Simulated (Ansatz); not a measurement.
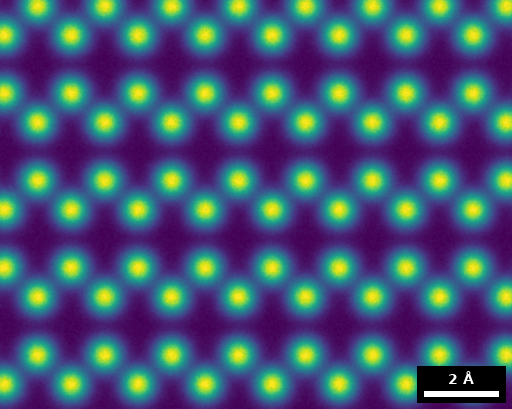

Dark-field STEM-like image of a crystal. The image is simulated as a sum over atoms of Z^1.7, blurred by a 0.67 Å probe (no channelling). The display is stretched by a gamma of 0.8; percentages refer to the linear signal. Shot noise was added.

Q: What two-dimensional lattice does the image show, and how large is its cell?

A: The pattern repeats on a centred rectangular net of 1.8 × 4.8 Å.

Q: What is the plane group of the image?

A: c2mm: perpendicular mirror lines on a centred net, with further twofold points between them.

Q: How many columns does the smallest repeating cell hold, and how many levels of brightness?

A: 2 columns in the primitive cell of 4.4 Å², all of one brightness.

The crystal is Mo (P6_3/mmc, No. 194) seen along [201]. Model: the geometry relaxed at fixed volume with Ansatz, DFT PBE, spin-orbit coupling, plane waves, PAW; the starting structure was generated, so it need not be a known form of this composition.
